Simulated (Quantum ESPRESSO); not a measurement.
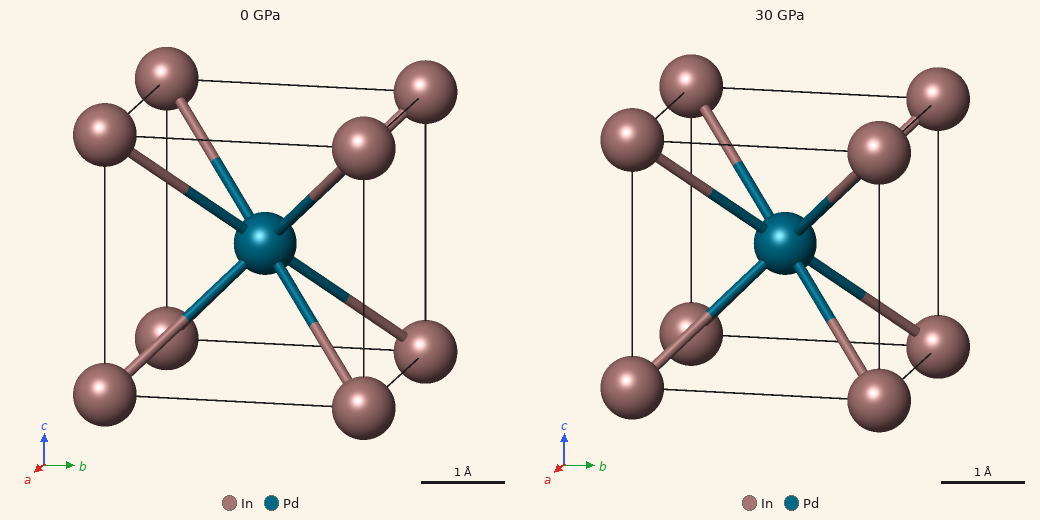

InPd, caesium chloride (CsCl, B2) type, space group Pm-3m (No. 221), relaxed (cell and atoms) under a series of hydrostatic pressures; the conventional cell is drawn at the lowest and the highest, to one scale (sticks follow a distance rule). The start was a structure listed in the Materials Project. It needn't be the stable form of this composition.

Alike in all runs: Quantum ESPRESSO 7.5; functional PBEsol; potentials GBRV 1.5 PBEsol; cutoff 871 eV; k mesh 8 × 8 × 8 on the run's cell of 2 atoms; occupations fermi-dirac, width 0.05 eV; no spin polarisation; no spin-orbit coupling.

| pressure (GPa) | volume (Å³/atom) | a (Å) |
| --- | --- | --- |
| 0.1 | 16.940 | 3.236 |
| 2.1 | 16.713 | 3.221 |
| 5.2 | ? | ? |
| 10.2 | 15.962 | 3.172 |
| 20.1 | 15.253 | 3.125 |
| 30.0 | 14.695 | 3.086 |

**What equation of state do the given rows imply, and what volume does it predict for the missing row?**

The fit gives V0 = 16.95 Å³/atom, B0 = 145 GPa and B0′ = 5.2, which puts the volume at 5.2 GPa at 16.41 Å³/atom. The run gave volume 16.405 Å³/atom; a 3.201 Å.

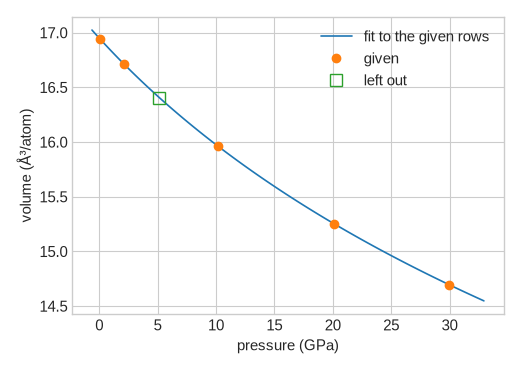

Volume against pressure, with the fit. The structure was kept in its own symmetry, so a change to another phase within this range wouldn't be seen.
